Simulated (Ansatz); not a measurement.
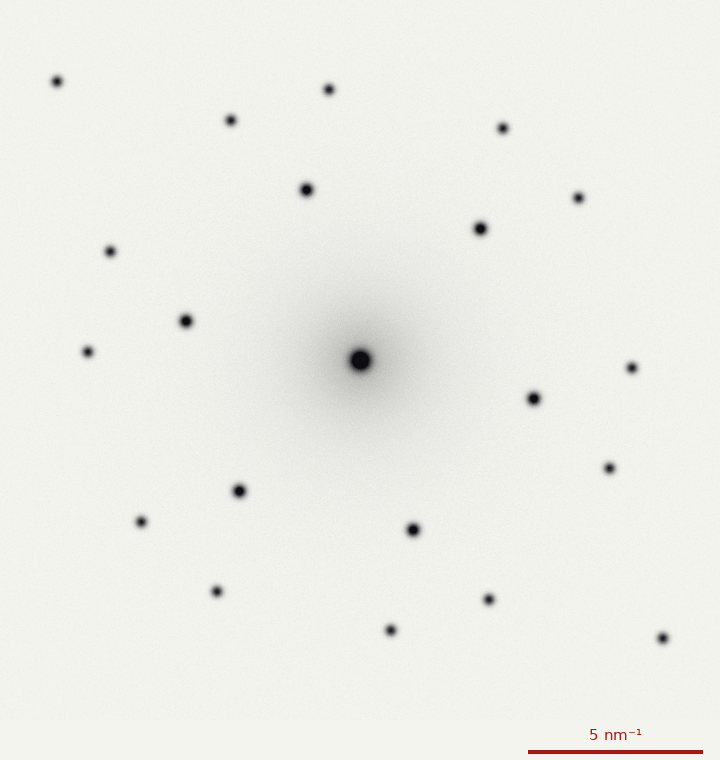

Computed electron diffraction pattern, 200 kV, single scattering only, B = 0.5 Å².

Describe the geometry of this pattern.

Answer. The spots form a hexagonal net with both shortest vectors at d = 3.37 Å, 60.0° apart.

What is the point symmetry of the pattern, intensities included?

Answer. 6mm. A zero-layer kinematic pattern is always centrosymmetric (Friedel's law). Such a pattern arises along the three- or sixfold axis of a trigonal, hexagonal or cubic crystal.

What was simulated?

Answer. This cannot be fixed from one zone alone; the pattern is [111] of Ru, space group Pm-3n (No. 223), a = 4.762 Å. The net vectors are -1 1 0 (itself too weak to see) and -1 0 1 (itself too weak to see). Structure: the input geometry of an electronic-structure calculation (not necessarily at equilibrium); the starting structure was generated, so it need not be a known form of this composition.
